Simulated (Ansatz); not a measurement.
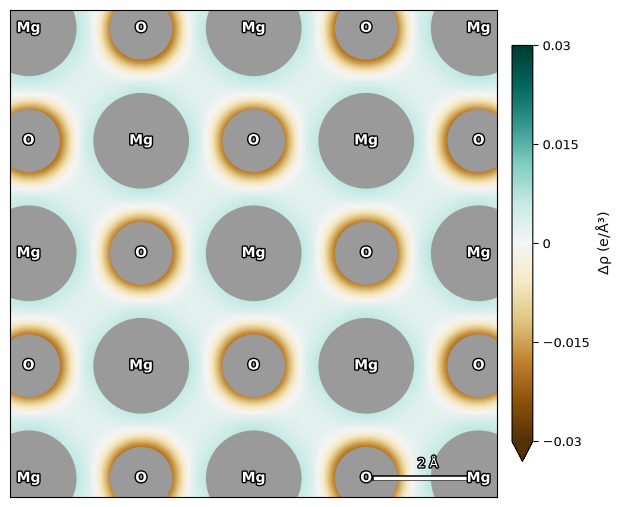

MgO: difference of two self-consistent densities at the same geometry, ρ(LDA) − ρ(PBE), on the (001) plane of the conventional cell. Grey discs cover the cores, where the PAW densities can't be compared. Cores are masked to 0.9 Å (Mg) and 0.6 Å (O).

Space group Fm-3m.

Both runs: Ansatz, scalar-relativistic, plane waves and PAW, same cutoff, k-points and PAW files (made with PBE).

```
CELL_PARAMETERS angstrom
4.21700 0.00000 0.00000
0.00000 4.21700 0.00000
0.00000 0.00000 4.21700
ATOMIC_POSITIONS crystal
Mg 0.00000 0.00000 0.00000
Mg 0.50000 0.50000 0.00000
Mg 0.50000 0.00000 0.50000
Mg 0.00000 0.50000 0.50000
O 0.50000 0.00000 0.00000
O 0.00000 0.50000 0.00000
O 0.00000 0.00000 0.50000
O 0.50000 0.50000 0.50000
```

Q: How does the change of level move the electrons?

A: Against PBE, and outside the masked cores, the largest gain lies at the edge of the masked core of Mg, and the largest loss lies at the edge of the masked core of O. Bader charges are Mg +1.72 and O −1.72 e with PBE and Mg +1.70 and O −1.70 e with LDA. At this volume the pressure is 4 GPa with PBE and −7 GPa with LDA. The gap on the mesh is 4.71 eV with PBE and 4.62 eV with LDA.

Run times: 5.9 s (LDA) and 6.2 s (base cell), on 1 thread of Intel(R) Xeon(R) Platinum 8488C (Sapphire Rapids) (shared host).
